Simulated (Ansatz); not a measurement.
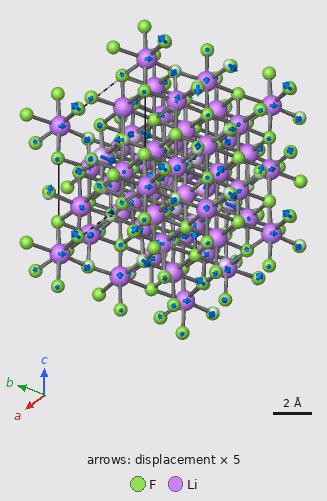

A relaxation of a defect cell of composition F31Li31. The starting structure is drawn faded, the final one solid; blue arrows show the displacements, magnified 5 times.

Style: ball-and-stick. Shown: the cell of the calculation (origin shifted), from a free direction.

Method: DFT, PBEsol, PAW, plane waves (Ansatz 0.2.0). Set-up: plane-wave cutoff 420 eV; k-point mesh 1 × 1 × 1; mesh shifted by (0.25, 0.25, 0.25); no spin polarisation; atoms relaxed in a fixed cell; force threshold 0.03 eV/Å; at most 80 steps.

**What happened in the run?**

The atom that moves furthest is a Li atom (0.23 Å roughly along +b). Largest moves by element: Li 0.23 Å, F 0.15 Å. The cell stays as it was. Some distances before and after: F–Li 2.019 → 1.807 Å, F–Li 2.026 → 1.823 Å, F–Li 1.981 → 1.807 Å, F–Li 2.042 → 1.880 Å. Among the angles between lasting bonds that change: Li–F–Li 88.5° → 104.7°, Li–F–Li 88.8° → 104.8°, Li–F–Li 89.1° → 104.4°. Over 3 geometry steps the energy falls by 2.580 eV per cell of the calculation. The largest force component goes from 1.7 to 0.028 eV/Å. Cost: 3.4 s on 1 × NVIDIA GB300 Max-Q with 8 threads of Arm Neoverse-V2, peak memory 1.6 GiB.

Limits of the set-up: the periodic images lie only 8.0 Å apart, so the values are limited by the cell's size.
